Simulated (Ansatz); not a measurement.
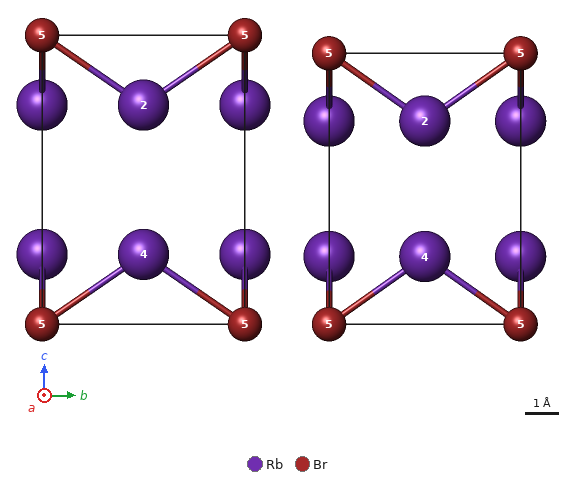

Two geometries of solid Rb4Br (a generated structure, set up in P4/mmm), drawn at one scale. One is the start of a relaxation, the other its converged end. Style: ball-and-stick. Shown: the cell of the calculation, along the a axis.

Level of theory: DFT PBE, scalar-relativistic, plane waves, PAW (Ansatz). Settings: plane-wave cutoff 420 eV; k-point mesh 6 × 6 × 6; occupations gaussian; smearing width 0.1 eV; no spin polarisation; cell and atoms relaxed; force threshold 0.01 eV/Å; at most 80 steps.

> Which geometry has the lower energy?

The left one is the relaxed one. After 4 accepted moves (5 points after the start) the energy has fallen by 0.159 eV per cell of the calculation. Largest force component: 0.029 eV/Å at the start, 0.0013 eV/Å at the end. The pressure goes from 1.01 to 0.00 GPa. The SCF was repeated once at an unchanged geometry on a basis and grid sized afresh for the cell, which shifted the energy by 0.4 meV per cell of the calculation at most. The largest moves relative to the cell, 0.075 Å, are those of Rb atoms. Br stays in place. Cell: a = b 5.913 → 6.262 Å (+5.9 %), c 8.362 → 8.920 Å (+6.7 %). Volume +19.6 %. Among the contacts that change: Br–Rb 3.621 → 3.801 Å. The space group stays P4/mmm (No. 123). The run took 110 s on 1 thread of Arm Neoverse V2, on a shared host, peak memory 0.62 GiB.
